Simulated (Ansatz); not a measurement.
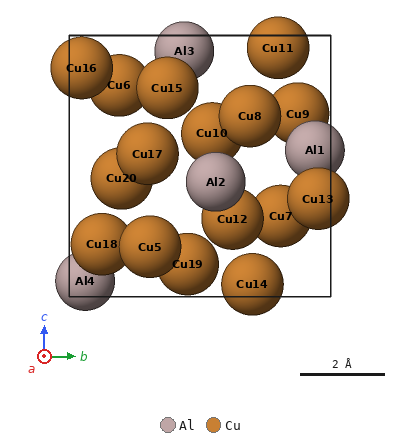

Figure 1. The structure (spheres-only view of the cell of the calculation, along the a axis; atoms are numbered from 1 in the order of the input). An atom can appear more than once, as a periodic image.

Band-structure calculation of AlCu₄ (part 1 of 2)

AlCu₄ (P2₁3, 20 atoms in the cell), computed with DFT PBEsol, scalar-relativistic, plane waves, PAW, no spin polarisation (Ansatz 0.2.0).

The structure derives from a Materials Project entry. Figures and captions count atoms from 1; the log counts them from 0 in places.

**Input**
```yaml
crystal:
  lattice:
    - [6.2246752578, 0.0, 0.0]
    - [0.0, 6.2246752578, 0.0]
    - [0.0, 0.0, 6.2246752578]
  atoms:
    - { symbol: Al, position: [0.4398103927, 0.9398103927, 0.5601896073] }
    - { symbol: Al, position: [0.9398103927, 0.5601896073, 0.4398103927] }
    - { symbol: Al, position: [0.5601896073, 0.4398103927, 0.9398103927] }
    - { symbol: Al, position: [0.0601896073, 0.0601896073, 0.0601896073] }
    - { symbol: Cu, position: [0.8087586162, 0.3087586162, 0.1912413838] }
    - { symbol: Cu, position: [0.3087586162, 0.1912413838, 0.8087586162] }
    - { symbol: Cu, position: [0.1912413838, 0.8087586162, 0.3087586162] }
    - { symbol: Cu, position: [0.6912413838, 0.6912413838, 0.6912413838] }
    - { symbol: Cu, position: [0.0472190257, 0.8753537097, 0.7008432651] }
    - { symbol: Cu, position: [0.2991567349, 0.5472190257, 0.6246462903] }
    - { symbol: Cu, position: [0.3753537097, 0.7991567349, 0.9527809743] }
    - { symbol: Cu, position: [0.5472190257, 0.6246462903, 0.2991567349] }
    - { symbol: Cu, position: [0.7991567349, 0.9527809743, 0.3753537097] }
    - { symbol: Cu, position: [0.8753537097, 0.7008432651, 0.0472190257] }
    - { symbol: Cu, position: [0.9527809743, 0.3753537097, 0.7991567349] }
    - { symbol: Cu, position: [0.7008432651, 0.0472190257, 0.8753537097] }
    - { symbol: Cu, position: [0.6246462903, 0.2991567349, 0.5472190257] }
    - { symbol: Cu, position: [0.4527809743, 0.1246462903, 0.2008432651] }
    - { symbol: Cu, position: [0.2008432651, 0.4527809743, 0.1246462903] }
    - { symbol: Cu, position: [0.1246462903, 0.2008432651, 0.4527809743] }
basis:
  ecutwfc: 420
kpoints:
  mp_grid: { grid: [6, 6, 6] }
  band_path:
    path:
      - [[0.0, 0.0, 0.0], [0.0, 0.5, 0.0], [0.5, 0.5, 0.0], [0.0, 0.0, 0.0], [0.5, 0.5, 0.5], [0.0, 0.5, 0.0]]
      - [[0.5, 0.5, 0.5], [0.5, 0.5, 0.0], [0.5, 0.0, 0.0]]
    npoints: 10
hamiltonian:
  xc: pbesol
scf:
  occupations: { method: gaussian, width: 0.1 }
  n_extra_bands: 50
output:
  forces: true
  stress: true
  eigenvalues: true
  populations: true
  dos: { projected: true, de: 0.02, nscf_kmesh: { grid: [9, 9, 9] } }
  bader: false
  write_density: true
  write_potential: true
  elf: true
  volumetric_format: npy
```

Machine: 4 threads of AMD EPYC (Zen 5), 32 GiB of memory available, shared host.

Run as:
```bash
ansatz run input.yaml --threads 4 --pin off --max-ram 10240MiB --backend cpu --events-out ev --progress --plain --runs-dir out
```

**Log**
```
scf.n_extra_bands = 50 over 158 filled bands (N_el = 316.0): the run solves 208 bands
Engine: ansatz 0.2.0, x86_64-unknown-linux-gnu
Pseudopotentials: kind: paw
Pseudopotential: Al, paw, valence charge 3, recommended cutoff 420 eV (normal), Al.paw.azcp
Pseudopotential: Cu, paw, valence charge 19, recommended cutoff 420 eV (normal), Cu.paw.azcp
Functional definition: PBEsol
  exchange = pbesol_x
  correlation = pbesol_c
Crystal: 20 atoms, lattice volume = 241.185 Å³
Basis set: ecut = 420 eV, 4729 PW (Γ), exchange–correlation on 90×90×90 points (8 copies of the dense FFT grid, shifted against one another)
Bands: 208, of which v1, the nominal top of the filled ones, is band 158 counted from 1 (157 counted from 0)
Symmetry: 12 space group operations
Space group: P213 (ITA 198), of the structure as read, at distance tolerance 6.2e-5 Å
k-points: 24 of 216 (time reversal used)
Non-local potential: Al, projectors of the file, l = 0: 2, l = 1: 2, l = 2: 1
Non-local potential: Cu, projectors of the file, l = 0: 3, l = 1: 2, l = 2: 3, l = 3: 1
PAW form: soft (Blöchl's): semilocal exchange-correlation on the pseudo side does not see the compensation charge
PAW frozen core: Al, regenerated for the run's functional, and the local potential with it (the file was generated under x = pbe(κ = 0.804, μ = 0.2195149727645171), c = pbe(β = 0.06672455060314922))
PAW frozen core: Cu, regenerated for the run's functional, and the local potential with it (the file was generated under x = pbe(κ = 0.804, μ = 0.2195149727645171), c = pbe(β = 0.06672455060314922))
PAW one-centre angular grid: Al, 110 points (default); XC on 64 Gauss nodes
PAW one-centre angular grid: Cu, 590 points (default); XC on 64 Gauss nodes
Initial density: superposition of atomic densities (neutral atoms: chi_scale 0, normalization atom), corrected by the library's trained network
Initial wavefunctions: pseudopotential atomic-orbital guess
Functional: x = pbesol(κ = 0.804, μ = 0.12345679012345678), c = pbesol(β = 0.046)
SCF iter   1: F=—  HF=-107520.999729 eV  |F-HF|=—  |Δ(HF+E_count)|=         —  Δρ=1.51e-2  dr2=2.81e-1  ethr=1.77e-3  ⟨swp⟩=5.0  Hψ=18409  notcnv=0  defer=371
preconditioner: auto → Kerker (q_TF=auto, 2.854 Å⁻¹)  [metal: Δε(μ)=0.053 eV  Ē_g=11.530 eV  σ=0.100 eV  W_gap=0.28  n_scr=80 (ndim 8)  ℏωp=32.8 eV  f_vac=0.000  D(μ)=4.92/eV (n_scr^D=26)]
SCF iter   2: F=—  HF=-107520.933928 eV  |F-HF|=—  |Δ(HF+E_count)|=   6.58e-2  Δρ=1.73e-3  dr2=6.67e-3  ethr=8.90e-5  ⟨swp⟩=2.1  Hψ=7866  notcnv=0  defer=1032
SCF iter   3: F=—  HF=-107520.931365 eV  |F-HF|=—  |Δ(HF+E_count)|=   2.56e-3  Δρ=1.64e-3  dr2=5.09e-3  ethr=2.11e-6  ⟨swp⟩=3.0  Hψ=8152  notcnv=0  defer=1032
SCF iter   4: F=—  HF=-107520.929633 eV  |F-HF|=—  |Δ(HF+E_count)|=   1.73e-3  Δρ=3.34e-4  dr2=3.76e-4  ethr=1.61e-6  ⟨swp⟩=2.0  Hψ=6174  notcnv=0  defer=1032
SCF iter   5: F=—  HF=-107520.929658 eV  |F-HF|=—  |Δ(HF+E_count)|=   2.50e-5  Δρ=2.73e-4  dr2=1.34e-4  ethr=1.19e-7  ⟨swp⟩=2.0  Hψ=6107  notcnv=0  defer=1032
SCF iter   6: F=—  HF=-107520.929622 eV  |F-HF|=—  |Δ(HF+E_count)|=   3.56e-5  Δρ=8.16e-5  dr2=2.12e-5  ethr=4.25e-8  ⟨swp⟩=2.0  Hψ=7746  notcnv=0  defer=1032
SCF iter   7: F=—  HF=-107520.929500 eV  |F-HF|=—  |Δ(HF+E_count)|=   1.22e-4  Δρ=1.99e-5  dr2=1.62e-6  ethr=6.72e-9  ⟨swp⟩=2.0  Hψ=6207  notcnv=0  defer=1032
SCF iter   8: F=—  HF=-107520.929499 eV  |F-HF|=—  |Δ(HF+E_count)|=   7.82e-7  Δρ=5.12e-6  dr2=1.14e-7  ethr=5.11e-10  ⟨swp⟩=2.0  Hψ=6213  notcnv=0  defer=1032
SCF iter   9: F=-107520.929499 eV  HF=-107520.929499 eV  |F-HF|=6.18e-9  |Δ(HF+E_count)|=   2.77e-8  Δρ=1.22e-6  dr2=9.14e-9  ethr=3.16e-11  ⟨swp⟩=13.0  Hψ=36000  notcnv=0
SCF 1 converged in 9 iterations: F = -107520.929499 eV  dr2 = 9.14e-9
  greatest PAW one-centre occupation: 1.000 electrons in one spin orbital (limit 2), on the Cu atom at site 17 (counted from 0), in its partial waves of l = 0
```

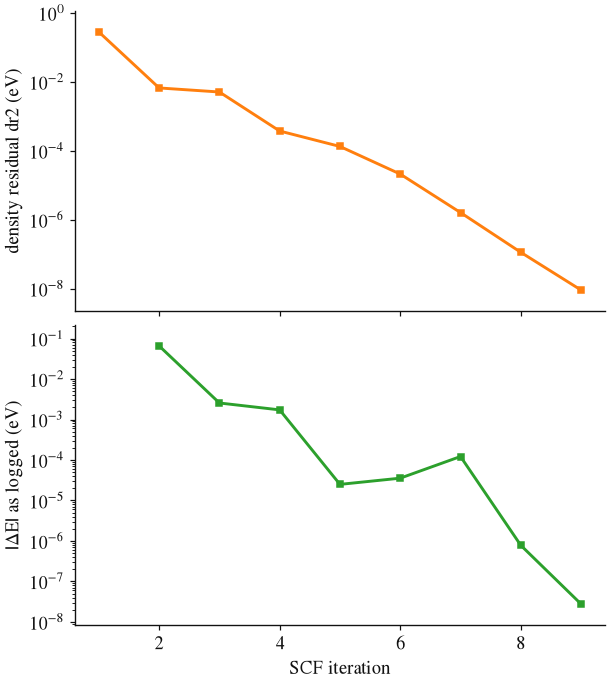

Figure 2. Convergence of the self-consistent field: density residual dr2 and size of the energy change against the SCF iteration. The residual falls at every step.

```
NSCF: frozen V_eff on 72 k-points
NSCF: frozen V_eff on 45 k-points
SCF converged after 9 iterations
Free energy (F): -107520.929499 eV
Harris-Foulkes:  -107520.929499 eV  (|F-HF|=6.18e-9)
Internal energy: -107520.904909 eV  (E = F + TS)
E sigma→0 (E₀):  -107520.917204 eV
Entropy (-TS):   -0.024590 eV (-1.230 meV/atom)
Fermi energy:    15.178837 eV
--- Per-component energies (eV) ---
  E_band       = -6153.989334
  E_kinetic    = 4907.925932
  E_local      = -72092.254289  (includes V_loc(G=0)·N_el)
  E_nonlocal   = 6293.006333
  E_hartree    = 31949.838758
  E_xc         = -1591.978289
  E_vxc        = -1975.831771  (∫ρ·V_xc dr)
  E_paw        = -27830.185455  (= ΣΔE_a)
  E_vpaw       = -7186.520140  (= ΣTr[D̂ρ^β])
  E_aug_tail   = 0.004201  (compensation charges beyond the density's cutoff)
  E_ewald      = -49160.637891
  E_core_change = 3.375791  (= ΣΔE_core)
  E_smearing   = -0.024590  (= −TS)
  E_closure    = -0.000000  (closes the sum)
  Σ components = -107520.929499   (vs F -107520.929499, Δ=0.00e0)
--- Forces (eV/Å), atoms counted from 1 ---
  atom   1  Al     0.00020895     0.00020895    -0.00020895
  atom   2  Al     0.00020895    -0.00020895     0.00020895
  atom   3  Al    -0.00020895     0.00020895     0.00020895
  atom   4  Al    -0.00020895    -0.00020895    -0.00020895
  atom   5  Cu     0.00043188     0.00043188    -0.00043188
  atom   6  Cu     0.00043188    -0.00043188     0.00043188
  atom   7  Cu    -0.00043188     0.00043188     0.00043188
  atom   8  Cu    -0.00043188    -0.00043188    -0.00043188
  atom   9  Cu    -0.00017203     0.00008832     0.00022759
  atom  10  Cu    -0.00022759    -0.00017203    -0.00008832
  atom  11  Cu     0.00008832    -0.00022759     0.00017203
  atom  12  Cu    -0.00017203    -0.00008832    -0.00022759
  atom  13  Cu    -0.00022759     0.00017203     0.00008832
  atom  14  Cu     0.00008832     0.00022759    -0.00017203
  atom  15  Cu     0.00017203     0.00008832    -0.00022759
  atom  16  Cu     0.00022759    -0.00017203     0.00008832
  atom  17  Cu    -0.00008832    -0.00022759    -0.00017203
  atom  18  Cu     0.00017203    -0.00008832     0.00022759
  atom  19  Cu     0.00022759     0.00017203    -0.00008832
  atom  20  Cu    -0.00008832     0.00022759     0.00017203
  max |Σ_I F_I| component: 8.98e-17 eV/Å
--- Stress (GPa, compression-positive) ---
        0.003569       0.000000      -0.000000
        0.000000       0.003569       0.000000
       -0.000000       0.000000       0.003569
  P = ⅓ Tr σ = 0.0036 GPa (0.036 kbar)
--- Band table (eV; the first three rows and the last of 24) ---
  k-point 0: bands = ["-97.7273", "-97.7272", "-97.7272", "-97.7272", "-97.1813", "-97.1774", "-97.1774", "-97.1774", "-97.1769", "-97.1769", "-97.1769", "-97.1747", "-97.1747", "-97.1747", "-97.1739", "-97.1739", "-55.2912", "-55.2912", "-55.2912", "-55.2906", "-55.2906", "-55.2906", "-55.2906", "-55.2906", "-55.1527", "-55.1523", "-55.1523", "-55.1523", "-54.7726", "-54.7726", "-54.7726", "-54.7677", "-54.7658", "-54.7658", "-54.7658", "-54.7640", "-54.7640", "-54.7547", "-54.7547", "-54.7547",
      "-54.7271", "-54.7271", "-54.7271", "-54.7227", "-54.7149", "-54.7149", "-54.7149", "-54.7085", "-54.7085", "-54.7061", "-54.7061", "-54.7061", "-54.6360", "-54.6328", "-54.6328", "-54.6328", "-54.6126", "-54.6126", "-54.6126", "-54.6033", "-54.6033", "-54.5973", "-54.5973", "-54.5973", "4.8893", "7.9976", "7.9976", "7.9976", "8.8926", "8.8926", "8.8926", "10.0377", "10.0377", "10.0377", "10.4616", "10.4616", "10.4616", "10.4972", "10.5785", "10.5785",
      "10.7275", "10.7275", "10.7275", "11.0572", "11.1148", "11.1148", "11.1148", "11.1755", "11.1755", "11.2982", "11.3091", "11.3091", "11.3091", "11.3946", "11.3946", "11.4010", "11.4010", "11.4010", "11.5197", "11.5197", "11.5197", "11.7044", "11.7044", "11.7044", "11.8146", "11.8146", "11.8146", "11.9346", "11.9790", "11.9790", "12.0784", "12.0784", "12.0784", "12.1896", "12.2012", "12.2012", "12.2012", "12.2969", "12.2969", "12.2969",
      "12.3525", "12.3525", "12.3525", "12.4993", "12.4993", "12.6874", "12.6874", "12.6874", "12.7307", "12.7416", "12.7416", "12.7416", "12.7584", "12.7584", "12.8225", "12.8225", "12.8225", "12.9230", "12.9230", "12.9230", "13.0501", "13.0501", "13.0595", "13.0595", "13.0595", "13.2765", "13.2765", "13.2765", "13.3935", "13.3935", "13.3935", "14.3120", "14.4385", "14.4385", "14.4385", "14.7428", "14.7428", "14.7428", "14.9281", "14.9281",
      "15.5908", "15.5908", "15.5908", "18.4106", "18.4106", "18.4106", "18.5442", "18.6265", "18.6265", "18.6265", "19.5816", "22.2164", "22.2164", "22.2867", "22.2867", "22.2867", "22.5715", "24.3334", "24.3334", "24.3334", "24.3872", "24.3872", "24.7619", "24.7619", "24.7619", "25.0342", "25.0342", "25.0342", "25.4242", "25.4769", "25.4769", "25.4769", "26.5082", "26.5082", "26.5082", "26.9060", "26.9060", "27.2032", "27.2032", "27.2032",
      "27.8246", "28.0566", "28.0566", "28.0566", "28.4754", "28.4754", "29.0268", "29.0268"]
```
